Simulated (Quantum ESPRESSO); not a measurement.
**A series of single points on Cd**

System: Cd (1 atom in the cell).
Method: Kohn-Sham DFT of a periodic cell, PBE, SSSP 1.3 efficiency PBE, no spin polarisation (Quantum ESPRESSO 7.5).

The 7 runs differ only in the geometry, by an even scaling of the cell at fixed fractional positions. The structure derives from a Materials Project entry.

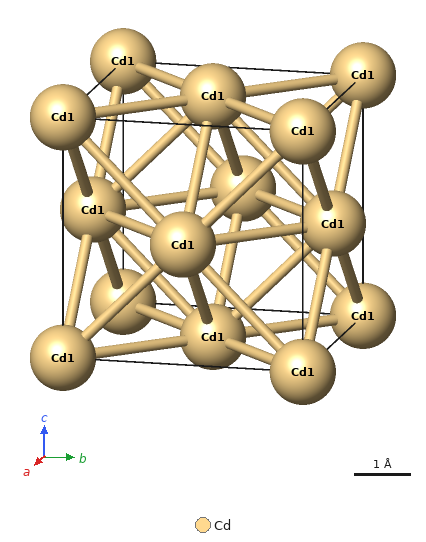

Figure 1. The structure of run 4 (ball-and-stick view of the cell 4 times as large as that of the calculation, set on its symmetry axes, seen slightly off an axis; atoms are numbered from 1 in the order of the input).

## Input of run 4
```
&CONTROL
  calculation = 'scf'
  prefix = 'pwscf'
  outdir = './tmp'
  pseudo_dir = './pseudo'
  tprnfor = .true.
  tstress = .true.
  disk_io = 'nowf'
/
&SYSTEM
  ibrav = 0
  nat = 1
  ntyp = 1
  ecutwfc = 60
  ecutrho = 480
  nbnd = 12
  occupations = 'smearing'
  smearing = 'fd'
  degauss = 0.00367493
/
&ELECTRONS
  conv_thr = 2d-10
  electron_maxstep = 120
  mixing_beta = 0.5
/
ATOMIC_SPECIES
Cd   112.4140 Cd.pbe-dn-rrkjus_psl.0.3.1.UPF
CELL_PARAMETERS angstrom
   0.0000000000    2.2181497500    2.2181497500
   2.2181497500    0.0000000000    2.2181497500
   2.2181497500    2.2181497500    0.0000000000
ATOMIC_POSITIONS crystal
Cd     0.0000000000    0.0000000000    0.0000000000
K_POINTS automatic
10 10 10 0 0 0
```

Command:
```bash
OMP_NUM_THREADS=1 pw.x -in pw.in > pw.out
```

Run 6 differs from it as follows:
```diff
-   0.0000000000    2.2181497500    2.2181497500
-   2.2181497500    0.0000000000    2.2181497500
-   2.2181497500    2.2181497500    0.0000000000
+   0.0000000000    2.2473392783    2.2473392783
+   2.2473392783    0.0000000000    2.2473392783
+   2.2473392783    2.2473392783    0.0000000000
```

## Results, with one run withheld

| run | volume per atom (Å³) | free energy per atom, from the lowest run given (meV) | pressure (GPa) |
| --- | --- | --- | --- |
| 1 | 20.518 | 39.98 | 6.04 |
| 2 | 20.954 | 25.20 | 4.58 |
| 3 | 21.391 | 14.16 | 3.29 |
| 4 | 21.827 | 6.44 | 2.14 |
| 5 | 22.264 | 1.72 | 1.10 |
| 6 | 22.701 | ? | ? |
| 7 | 23.137 | 0.00 | −0.63 |

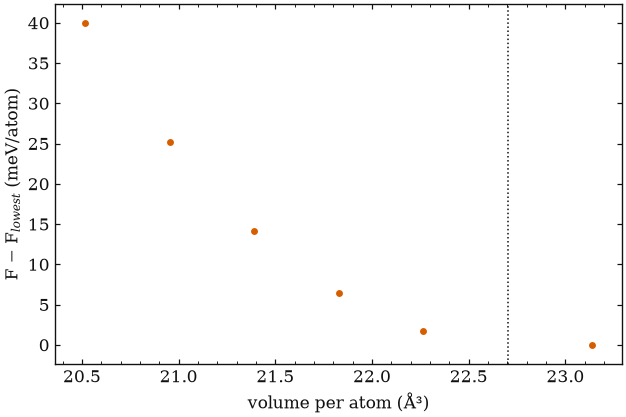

Figure 2. Free energy per atom of the runs given; the dotted line marks run 6.

Estimate the energy of run 6 from the others.

A cubic polynomial in V^(−2/3) (the Birch–Murnaghan form), fitted to the 6 runs given, misses them by at most 0.01 meV per atom. With x = V^(−2/3) − 0.12872 Å⁻², it reads F = 9.1338 + 4262.4 x + 4.7951e+05 x² + 1.5163e+06 x³ (meV per atom). At run 6 it gives −0.34 meV per atom, and the run itself gives −0.33. The slope of the fit gives a pressure −dF/dV of 0.30 GPa there, and the run prints 0.17 GPa. The two needn't agree exactly: the fit is approximate, and the printed stress is taken on a finite basis. The fit has its minimum at 22.853 Å³ per atom, where V d²F/dV² gives 44.1 GPa: the bulk modulus at this level, since symmetry fixes the shape and the positions.

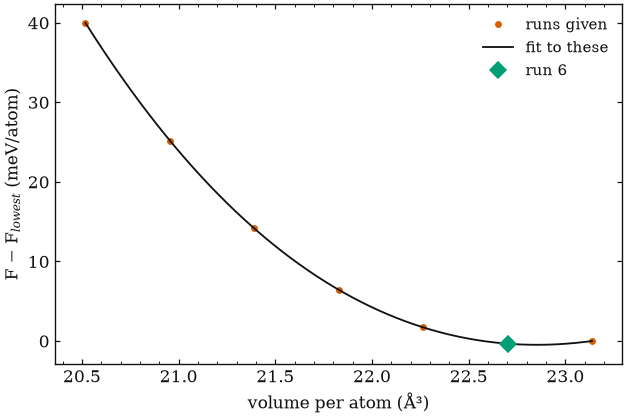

Figure 3. The fit and the withheld run.

## Some lines of the output (run 6)
```
[...]
     number of k points=    47  Fermi-Dirac smearing, width (Ry)=  0.0037
     total energy              =    -122.24093300 Ry
     total energy              =    -122.24663741 Ry
     total energy              =    -122.24692102 Ry
     total energy              =    -122.24694834 Ry
     total energy              =    -122.24694960 Ry
     total energy              =    -122.24695062 Ry
     total energy              =    -122.24695072 Ry
     total energy              =    -122.24695070 Ry
     the Fermi energy is    10.5176 ev
!    total energy              =    -122.24695071 Ry
     The total energy is F=E-TS. E is the sum of the following terms:
     Computing stress (Cartesian axis) and pressure
          total   stress  (Ry/bohr**3)                   (kbar)     P=        1.67
```
